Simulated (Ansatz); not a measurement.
Input

```
crystal:
  lattice:
    - [4.444330971, 0.0, 0.0]
    - [-2.2221654855, 3.8489035237, 0.0]
    - [0.0, 0.0, 2.5187273655]
  atoms:
    - { symbol: P, position: [0.0, 0.0, 0.0] }
    - { symbol: P, position: [0.3333333333, 0.6666666667, 0.5] }
    - { symbol: P, position: [0.6666666667, 0.3333333333, 0.5] }
hamiltonian:
  xc: pbesol
  pseudopotentials:
    kind: paw
    azcp:
      P: "pseudopotentials/P.paw.azcp"
basis:
  ecutwfc: 420
  fft_grid_basis: typed
kpoints:
  mp_grid: { grid: [9, 9, 14], shift: [0, 0, 0] }
magnetization:
  spin_polarized: false
scf:
  occupations: { method: fermi_dirac, width: 0.1 }
  lower_state_search: "off"
output:
  stress: true
  write_density: true
  write_potential: true
  elf: true
  volumetric_format: npy
```

Below, planes, directions and counts refer to the conventional cell (a = 4.44 Å, b = 4.44 Å, c = 2.52 Å, α = 90.00°, β = 90.00°, γ = 120.00°).

Space group P6/mmm; set up as P, omega (AlB2-type); a generated structure, not necessarily the stable one; changed on purpose from its base cell (volume × 1.04); computed pressure about −4 GPa in this cell; computed without spin polarisation.

Computed with Ansatz 0.2.0, DFT, PBEsol, plane waves (420 eV) with PAW, scalar-relativistic.

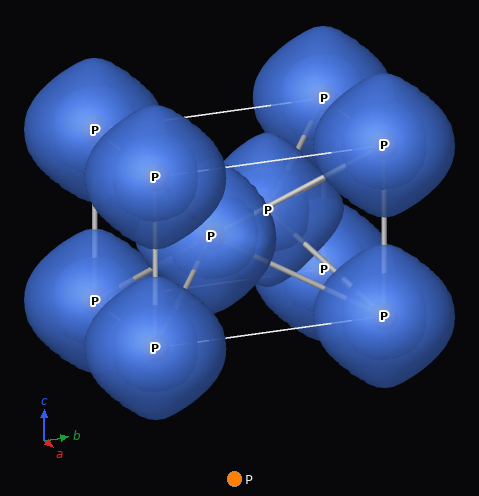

P. Isosurface of the ELF at 0.7 (blue), seen slightly off an axis. Core shells and regions of very low density are left out. Sticks mark near contacts.

**Identify the bonds, lone pairs and shells in this picture.**

The ELF exceeds this value in three regions wrapped around P (the valence shell of each), counted in one cell of 3 atoms. Any copies at cell faces, edges or corners count once. Along the contacts the grid gives the following. P–P (2.52 Å): the ELF peaks at about 0.80 in the valence shell of P, 0.8 Å from its nucleus, and drops to about 0.60 between the two atoms. P–P (2.57 Å): the ELF peaks at about 0.85 in the valence shell of P, 0.8 Å from its nucleus, and is about 0.65 at the midpoint.

**Does the calculation make it a metal, or give it a gap?**

It is gapless in this calculation (a metal or semimetal).
